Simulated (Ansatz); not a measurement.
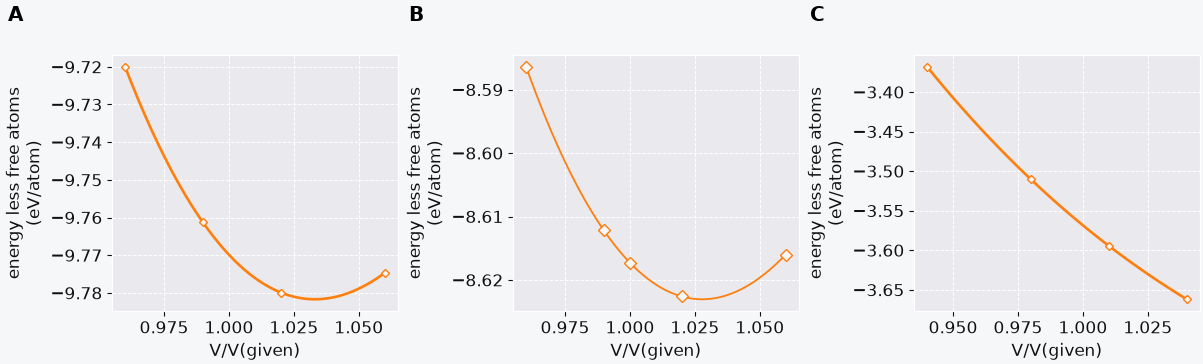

Each panel shows the energy less free atoms against V/V(given) for one of these solids: Sb, I4/mmm (No. 139), 22.5 Å³/atom; TaN, P6/mmm (No. 191), 11.3 Å³/atom; TiO₂, I4_1/amd (No. 141), 11.4 Å³/atom.

How it was computed, with Ansatz 0.2.0: periodic Kohn-Sham DFT of a crystal at fixed atoms, scaled to the stated factor times the given cell; pressure positive in compression, energy less spherical unpolarised free atoms. Level: PBE.

Match the panels to the solids.

A is TaN (energy less free atoms from −9.7799 eV/atom to −9.7200 eV/atom); B is TiO₂ (energy less free atoms from −8.6226 eV/atom to −8.5864 eV/atom, V0 11.67 Å³/atom, B0 207 GPa); C is Sb (energy less free atoms from −3.6620 eV/atom to −3.3681 eV/atom).

For Sb, limits of the calculation: no spin-orbit coupling on heavy atoms; the volumes run don't bracket the minimum of the energy, so any equilibrium value is extrapolated; shape and atomic fractions are frozen while scaling, which makes layered, chain and framework solids too stiff.

For TaN, limits of the calculation: no spin-orbit coupling on heavy atoms; shape and atomic fractions are frozen while scaling, which makes layered, chain and framework solids too stiff.

For TiO₂, limits of the calculation: shape and atomic fractions are frozen while scaling, which makes layered, chain and framework solids too stiff.
